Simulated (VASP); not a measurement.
Geometry relaxation of PtAs2 (part 1 of 3)

PtAs2 (12 atoms in the cell), computed with Kohn-Sham DFT of a periodic cell, PBE with D3(BJ), VASP PAW PBE potentials, recommended, no spin polarisation (VASP 6.6.1).

The structure derives from an entry of the Crystallography Open Database.

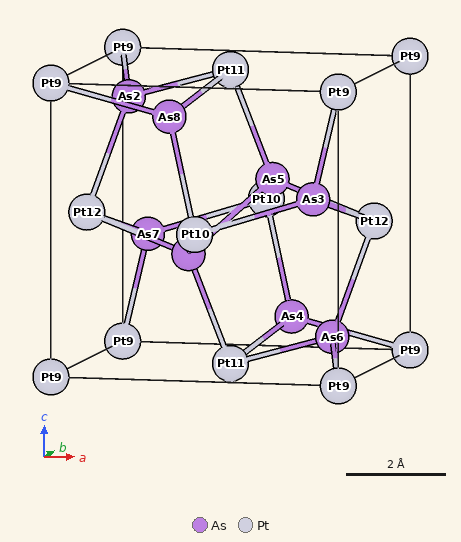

**Figure 1.** The input geometry (ball-and-stick view of the cell of the calculation, seen slightly off an axis; atoms are numbered from 1 in the order of the input). An atom can appear more than once, as a periodic image. Near neighbours in the periodic cell (some may lie outside the picture): As has 1 As at 2.43 Å and 3 Pt at 2.50 Å; Pt has 6 As at 2.50 Å.

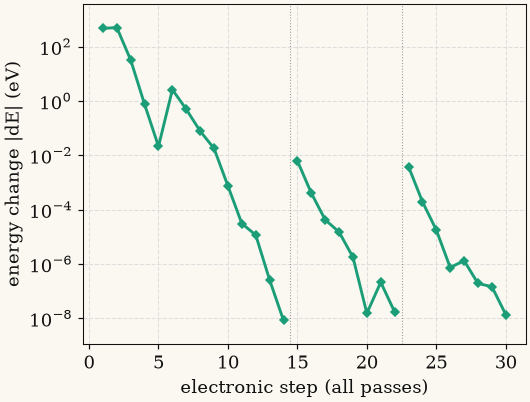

**Figure 2.** Convergence of the self-consistent field: energy change |dE| against the electronic step. Each stretch between dotted lines is the SCF of one geometry step of a relaxation. The 3 ionic steps take 8 to 14 electronic steps each. The density is held fixed in the first few steps, and dE rises again when its update begins.

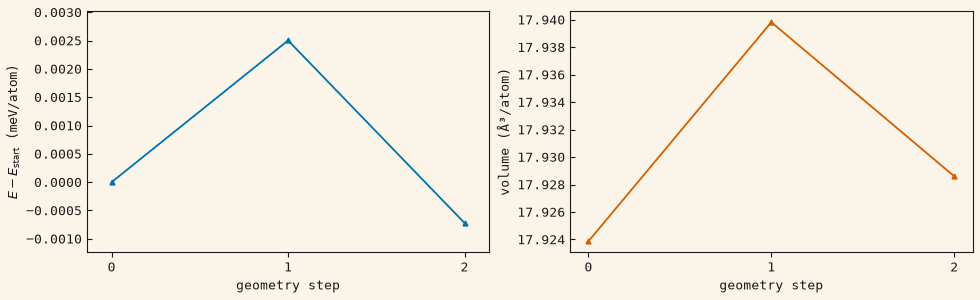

**Figure 3.** Progress of the relaxation, step by step (steps are counted from 0). The atoms keep their places (all moves are under 0.005 Å). The lattice vectors keep their values. The space group stays Pa-3 (No. 205). The energy falls by next to nothing (0.0 meV per atom) in 2 geometry steps. The largest force component goes from 0.0011 to 0.00099 eV/Å.

The input that produced these results follows, with the program's output.

### INCAR
```
SYSTEM = As2Pt
PREC = Accurate
ENCUT = 600
EDIFF = 1E-7
ISMEAR = 0
SIGMA = 0.03
LREAL = .FALSE.
LASPH = .TRUE.
NELM = 80
ALGO = Normal
ISIF = 3
LWAVE = .FALSE.
LCHARG = .FALSE.
GGA = PE
IVDW = 12
IBRION = 2
NSW = 90
EDIFFG = -0.005
KPAR = 4
```

### KPOINTS
```
Automatic mesh
0
G
  6 6 6
  0 0 0
```

### POSCAR
```
As2Pt                                   
1.0
    5.9915287629      0.0000000000     -0.0000000000
   -0.0000000000      5.9915287629      0.0000000000
   -0.0000000000      0.0000000000      5.9915287629
  As              Pt            
     8     4
Direct
     0.3830643087032677    0.3830643087032677    0.3830643087032677
     0.1169356912967322    0.6169356912967322    0.8830643087032678
     0.8830643087032678    0.1169356912967322    0.6169356912967322
     0.6169356912967322    0.8830643087032678    0.1169356912967322
     0.6169356912967322    0.6169356912967322    0.6169356912967322
     0.8830643087032678    0.3830643087032677    0.1169356912967322
     0.1169356912967322    0.8830643087032678    0.3830643087032677
     0.3830643087032677    0.1169356912967322    0.8830643087032678
     1.0000000000000000    0.0000000000000000    0.0000000000000000
     0.5000000000000000    0.0000000000000000    0.5000000000000000
     0.5000000000000000    0.5000000000000000    0.0000000000000000
     1.0000000000000000    0.5000000000000000    0.5000000000000000
```

Run as:
```bash
cat potpaw_PBE.64/As/POTCAR potpaw_PBE.64/Pt/POTCAR > POTCAR
mpirun -np 4 vasp_std > vasp.out
```

### OSZICAR
```
N       E                     dE             d eps       ncg     rms          rms(c)
DAV:   1     0.473896770386E+03    0.47390E+03   -0.39459E+04  2304   0.168E+03
DAV:   2    -0.379952232016E+02   -0.51189E+03   -0.49137E+03  2680   0.290E+02
DAV:   3    -0.703499276653E+02   -0.32355E+02   -0.31611E+02  2752   0.658E+01
DAV:   4    -0.711097452540E+02   -0.75982E+00   -0.75397E+00  2728   0.103E+01
DAV:   5    -0.711312570452E+02   -0.21512E-01   -0.21500E-01  2736   0.161E+00    0.216E+01
DAV:   6    -0.684813002251E+02    0.26500E+01   -0.21359E+01  2656   0.252E+01    0.934E+00
DAV:   7    -0.679815633286E+02    0.49974E+00   -0.33376E+00  2560   0.105E+01    0.522E+00
DAV:   8    -0.679029167171E+02    0.78647E-01   -0.31049E-01  2680   0.217E+00    0.124E+00
DAV:   9    -0.678848400694E+02    0.18077E-01   -0.59606E-02  2584   0.144E+00    0.332E-01
DAV:  10    -0.678855879387E+02   -0.74787E-03   -0.58312E-03  2640   0.309E-01    0.976E-02
DAV:  11    -0.678856189761E+02   -0.31037E-04   -0.62830E-04  2792   0.122E-01    0.225E-02
DAV:  12    -0.678856072131E+02    0.11763E-04   -0.94389E-05  2624   0.536E-02    0.614E-03
DAV:  13    -0.678856074746E+02   -0.26156E-06   -0.90663E-06  2560   0.110E-02    0.212E-03
DAV:  14    -0.678856074662E+02    0.84328E-08   -0.63192E-07  2664   0.392E-03
   1 F= -.74541942E+02 E0= -.74541942E+02  d E =-.745419E+02
       N       E                     dE             d eps       ncg     rms          rms(c)
DAV:   1    -0.678919483457E+02   -0.63409E-02   -0.80360E-03  2408   0.498E-01    0.132E-01
DAV:   2    -0.678915363788E+02    0.41197E-03   -0.20462E-03  2464   0.284E-01    0.507E-02
DAV:   3    -0.678914935144E+02    0.42864E-04   -0.13416E-04  2584   0.681E-02    0.246E-02
DAV:   4    -0.678914783241E+02    0.15190E-04   -0.82249E-05  2480   0.281E-02    0.869E-03
DAV:   5    -0.678914765326E+02    0.17915E-05   -0.13996E-05  2544   0.205E-02    0.560E-03
DAV:   6    -0.678914765172E+02    0.15461E-07   -0.11446E-06  2592   0.484E-03    0.157E-03
DAV:   7    -0.678914763021E+02    0.21506E-06   -0.58748E-08  1440   0.850E-04    0.483E-04
DAV:   8    -0.678914762848E+02    0.17313E-07   -0.35624E-08  1424   0.104E-03
   2 F= -.74541912E+02 E0= -.74541912E+02  d E =0.300284E-04
       N       E                     dE             d eps       ncg     rms          rms(c)
DAV:   1    -0.678875854294E+02    0.38909E-02   -0.39861E-03  2376   0.351E-01    0.925E-02
DAV:   2    -0.678873871331E+02    0.19830E-03   -0.10077E-03  2384   0.200E-01    0.354E-02
DAV:   3    -0.678873691654E+02    0.17968E-04   -0.65837E-05  2552   0.477E-02    0.171E-02
DAV:   4    -0.678873684167E+02    0.74873E-06   -0.40386E-05  2424   0.197E-02    0.608E-03
DAV:   5    -0.678873670743E+02    0.13424E-05   -0.67771E-06  2472   0.143E-02    0.391E-03
DAV:   6    -0.678873672682E+02   -0.19386E-06   -0.54856E-07  2360   0.336E-03    0.104E-03
DAV:   7    -0.678873674159E+02   -0.14772E-06   -0.31034E-08  1312   0.652E-04    0.354E-04
DAV:   8    -0.678873674298E+02   -0.13924E-07   -0.24431E-08  1296   0.885E-04
   3 F= -.74541951E+02 E0= -.74541951E+02  d E =-.866104E-05
```

### Parts of OUTCAR
```
SYSTEM = As2Pt
   PREC = Accurate
   ENCUT = 600
   EDIFF = 1E-7
   ISMEAR = 0
   LREAL = .FALSE.
   LASPH = .TRUE.
   NELM = 80
   ISIF = 3
   GGA = PE
   IVDW = 12
   IBRION = 2
   NSW = 90
   EDIFFG = -0.005
 IVDW          = 12
 VDW_S6        =  1.00000000  s6, scaling of the dipole-dipole dispersion
 VDW_S8        =  0.78750002  s8, scaling of the dipole-quadrupole dispersion
 VDW_A1        =  0.42890000  a1, scaling of the critical radii
 VDW_A2        =  4.44070005  a2, offset of the critical radii
 VDW_RADIUS    = 50.20216178  two-body interaction cutoff (in Angstroms)
 VDW_CNRADIUS  = 21.16708996  CN, coordination number cutoff (in Angstroms)

 ion  position               nearest neighbor table
   1  0.383  0.383  0.383-   5 2.43  10 2.50  11 2.50  12 2.50
   2  0.117  0.617  0.883-   6 2.43   9 2.50  11 2.50  12 2.50
   3  0.883  0.117  0.617-   7 2.43   9 2.50  10 2.50  12 2.50
   4  0.617  0.883  0.117-   8 2.43   9 2.50  10 2.50  11 2.50
   5  0.617  0.617  0.617-   1 2.43  10 2.50  11 2.50  12 2.50
   6  0.883  0.383  0.117-   2 2.43   9 2.50  11 2.50  12 2.50
   7  0.117  0.883  0.383-   3 2.43   9 2.50  10 2.50  12 2.50
   8  0.383  0.117  0.883-   4 2.43   9 2.50  10 2.50  11 2.50
   9  0.000  0.000  0.000-   2 2.50   3 2.50   4 2.50   6 2.50   7 2.50   8 2.50
  10  0.500  0.000  0.500-   1 2.50   3 2.50   4 2.50   5 2.50   7 2.50   8 2.50
  11  0.500  0.500  0.000-   1 2.50   2 2.50   4 2.50   5 2.50   6 2.50   8 2.50
  12  0.000  0.500  0.500-   1 2.50   2 2.50   3 2.50   5 2.50   6 2.50   7 2.50

  LATTYP: Found a simple cubic cell.
 ALAT       =     5.9915287629

  Lattice vectors:

 A1 = (   5.9915287629,   0.0000000000,   0.0000000000)
 A2 = (   0.0000000000,   5.9915287629,   0.0000000000)
 A3 = (   0.0000000000,   0.0000000000,   5.9915287629)

Analysis of symmetry for initial positions (statically):
=====================================================================
 Subroutine PRICEL returns:
 Original cell was already a primitive cell.

 Routine SETGRP: Setting up the symmetry group for a
 simple cubic supercell.

 Subroutine GETGRP returns: Found 24 space group operations
 (whereof  6 operations were pure point group operations)
 out of a pool of 48 trial point group operations.

The static configuration has the point symmetry S_6 .
 The point group associated with its full space group is T_h .

Analysis of symmetry for dynamics (positions and initial velocities):
=====================================================================
 Subroutine PRICEL returns:
 Original cell was already a primitive cell.

 Routine SETGRP: Setting up the symmetry group for a
 simple cubic supercell.

 Subroutine GETGRP returns: Found 24 space group operations
 (whereof  6 operations were pure point group operations)
 out of a pool of 48 trial point group operations.

The dynamic configuration has the point symmetry S_6 .
 The point group associated with its full space group is T_h .

 Subroutine INISYM returns: Found 24 space group operations
 (whereof  6 operations are pure point group operations),
 and found     1 'primitive' translations

----------------------------------------------------------------------------------------

                                     Primitive cell

  volume of cell :     215.0864

  direct lattice vectors                    reciprocal lattice vectors
     5.991528763  0.000000000  0.000000000     0.166902312  0.000000000  0.000000000
     0.000000000  5.991528763  0.000000000     0.000000000  0.166902312  0.000000000
     0.000000000  0.000000000  5.991528763     0.000000000  0.000000000  0.166902312

  length of vectors
     5.991528763  5.991528763  5.991528763     0.166902312  0.166902312  0.166902312

  position of ions in fractional coordinates (direct lattice)
     0.383064309  0.383064309  0.383064309
     0.116935691  0.616935691  0.883064309
     0.883064309  0.116935691  0.616935691
     0.616935691  0.883064309  0.116935691
     0.616935691  0.616935691  0.616935691
     0.883064309  0.383064309  0.116935691
     0.116935691  0.883064309  0.383064309
     0.383064309  0.116935691  0.883064309
     0.000000000  0.000000000  0.000000000
     0.500000000  0.000000000  0.500000000
     0.500000000  0.500000000  0.000000000
     0.000000000  0.500000000  0.500000000

  ion indices of the primitive-cell ions
   primitive index   ion index
                 1           1
                 2           2
                 3           3
                 4           4
                 5           5
                 6           6
                 7           7
                 8           8
                 9           9
                10          10
                11          11
                12          12

----------------------------------------------------------------------------------------

 KPOINTS: Automatic mesh

Automatic generation of k-mesh.
 Grid dimensions read from file:
 generate k-points for:    6    6    6

 Generating k-lattice:

  Cartesian coordinates                     Fractional coordinates (reciprocal lattice)
     0.027817052  0.000000000  0.000000000     0.166666667  0.000000000  0.000000000
     0.000000000  0.027817052  0.000000000     0.000000000  0.166666667  0.000000000
     0.000000000  0.000000000  0.027817052     0.000000000  0.000000000  0.166666667

  Length of vectors
     0.027817052  0.027817052  0.027817052

  Shift w.r.t. Gamma in fractional coordinates (k-lattice)
     0.000000000  0.000000000  0.000000000

 Subroutine IBZKPT returns following result:
 ===========================================

 Found     24 irreducible k-points:

 Following reciprocal coordinates:
            Coordinates               Weight
  0.000000  0.000000  0.000000      1.000000
  0.166667  0.000000  0.000000      6.000000
  0.333333  0.000000  0.000000      6.000000
  0.500000  0.000000  0.000000      3.000000
  0.166667  0.166667  0.000000     12.000000
  0.333333  0.166667  0.000000     12.000000
 -0.166667  0.333333  0.000000     12.000000
  0.500000  0.166667  0.000000      6.000000
 -0.166667  0.500000  0.000000      6.000000
  0.333333  0.333333  0.000000     12.000000
  0.500000  0.333333  0.000000      6.000000
 -0.333333  0.500000  0.000000      6.000000
  0.500000  0.500000  0.000000      3.000000
  0.166667  0.166667  0.166667      8.000000
  0.333333  0.166667  0.166667     24.000000
  0.500000  0.166667  0.166667     12.000000
  0.333333  0.333333  0.166667     24.000000
  0.500000  0.333333  0.166667     12.000000
 -0.333333  0.500000  0.166667     12.000000
  0.500000  0.500000  0.166667      6.000000
  0.333333  0.333333  0.333333      8.000000
  0.500000  0.333333  0.333333     12.000000
  0.500000  0.500000  0.333333      6.000000
  0.500000  0.500000  0.500000      1.000000
   k-points           NKPTS =     24   k-points in BZ     NKDIM =     24   number of bands    NBANDS=     48
   number of dos      NEDOS =    301   number of ions     NIONS =     12
   total plane-waves  NPLWV = 110592
   dimension x,y,z NGX =    48 NGY =   48 NGZ =   48
   dimension x,y,z NGXF=    96 NGYF=   96 NGZF=   96
   ions per type =               8   4
   NGX,Y,Z   is equivalent  to a cutoff of  13.32, 13.32, 13.32 a.u.
   NGXF,Y,Z  is equivalent  to a cutoff of  26.64, 26.64, 26.64 a.u.
 SYSTEM =  As2Pt
   PREC   = accura    normal or accurate (medium, high low for compatibility)
   ISTART =      0    job   : 0-new  1-cont  2-samecut
   ICHARG =      2    charge: 1-file 2-atom 10-const
   ISPIN  =      1    spin polarized calculation?
   LNONCOLLINEAR =      F non collinear calculations
   LSORBIT =      F    spin-orbit coupling
   LASPH  =      T    aspherical Exc in radial PAW
   ENCUT  =  600.0 eV  44.10 Ry    6.64 a.u.  11.97 11.97 11.97*2*pi/ulx,y,z
   NELM   =     80;   NELMIN=  2; NELMDL= -5     # of ELM steps
   EDIFF  = 0.1E-06   stopping-criterion for ELM
   LREAL  =      F    real-space projection
   EDIFFG = -.5E-02   stopping-criterion for IOM
   NSW    =     90    number of steps for IOM
   IBRION =      2    ionic relax: 0-MD 1-quasi-New 2-CG
   NFREE  =      1    steps in history (QN), initial steepest desc. (CG)
   ISIF   =      3    stress and relaxation
   ISYM   =      2    0-nonsym 1-usesym 2-fastsym
   POTIM  = 0.5000    time-step for ionic-motion
   TEBEG  =    0.0;   TEEND  =   0.0 temperature during run
   PSTRESS=    0.0 pullay stress
   NELECT =      80.0000    total number of electrons
   NUPDOWN=      -1.0000    fix difference up-down
   EMIN   =  10.00;   EMAX   =-10.00  energy-range for DOS
   EFERMI =   0.00;   METHOD = LEGACY
   ISMEAR =     0;   SIGMA  =   0.03  broadening in eV -4-tet -1-fermi 0-gaus
   EFERMI_NEDOS =   21; number of points for ismear=-14 and -15
   IALGO  =     38    algorithm
   IMIX   =      4    mixing-type and parameters
     AMIX     =   0.40;   BMIX     =  1.00
     AMIX_MAG =   1.60;   BMIX_MAG =  1.00
  volume/ion in A,a.u.               =      17.92       120.96
  Fermi-wavevector in a.u.,A,eV,Ry     =   1.177336  2.224843 18.859316  1.386121
  Thomas-Fermi vector in A             =   2.313685
   LORBIT       =      0    0 simple, 1 ext, 2 COOP (PROOUT), +10 PAW based schemes
   GGA     = PE    functional components
   LHFCALC =     F    Hartree Fock is set to
   AEXX    =    0.0000 exact exchange contribution
   IVDW    =    12    specifies the selected vdW correction
   LEPSILON=     F    determine dielectric tensor
   LRPA    =     F    only Hartree local field effects (RPA)
 conjugate gradient relaxation of ions
 non-spin polarized calculation
 Gauss-broadening in eV      SIGMA  =   0.03
  energy-cutoff  :      600.00
  volume of cell :      215.09
 maximum number of plane-waves:      7208
   NGX = 23   NGY = 23   NGZ = 23

--------------------------------------- Ionic step        1  -------------------------------------------

 number of electron      80.0000012 magnetization

 Free energy of the ion-electron system (eV)
  ---------------------------------------------------
  ext. energy  EPLUGINS =         0.00000000
  ---------------------------------------------------
  free energy    TOTEN  =       -67.88560747 eV

  energy without entropy =      -67.88560747  energy(sigma->0) =      -67.88560747

------------------------ aborting loop because EDIFF is reached ----------------------------------------

 Edisp (eV)   -6.65633

 E8    (eV) :    -2.9093

  FORCE on cell =-STRESS in cart. coord.  units (eV):
  Direction    XX          YY          ZZ          XY          YZ          ZX
  --------------------------------------------------------------------------------------
  -------------------------------------------------------------------------------------
  Total       0.07377     0.07377     0.07377     0.00000    -0.00000    -0.00000
  in kB       0.54948     0.54948     0.54948     0.00000    -0.00000    -0.00000
  external pressure =        0.55 kB  Pullay stress =        0.00 kB

 VOLUME and BASIS-vectors are now :
 -----------------------------------------------------------------------------
  energy-cutoff  :      600.00
  volume of cell :      215.09
      direct lattice vectors                 reciprocal lattice vectors
     5.991528763  0.000000000  0.000000000     0.166902312  0.000000000  0.000000000
     0.000000000  5.991528763  0.000000000     0.000000000  0.166902312  0.000000000
     0.000000000  0.000000000  5.991528763     0.000000000  0.000000000  0.166902312

 POSITION                                       TOTAL-FORCE (eV/Angst)
 -----------------------------------------------------------------------------------
      2.29514      2.29514      2.29514         0.001075      0.001075      0.001075
      0.70062      3.69639      5.29091        -0.001075     -0.001075      0.001075
      5.29091      0.70062      3.69639         0.001075     -0.001075     -0.001075
      3.69639      5.29091      0.70062        -0.001075      0.001075     -0.001075
      3.69639      3.69639      3.69639        -0.001075     -0.001075     -0.001075
      5.29091      2.29514      0.70062         0.001075      0.001075     -0.001075
      0.70062      5.29091      2.29514        -0.001075      0.001075      0.001075
      2.29514      0.70062      5.29091         0.001075     -0.001075      0.001075
      0.00000      0.00000      0.00000         0.000000      0.000000     -0.000000
      2.99576      0.00000      2.99576         0.000000      0.000000     -0.000000
      2.99576      2.99576      0.00000         0.000000      0.000000     -0.000000
      0.00000      2.99576      2.99576         0.000000      0.000000     -0.000000
 -----------------------------------------------------------------------------------
    total drift:                               -0.000000      0.000000     -0.000000
```
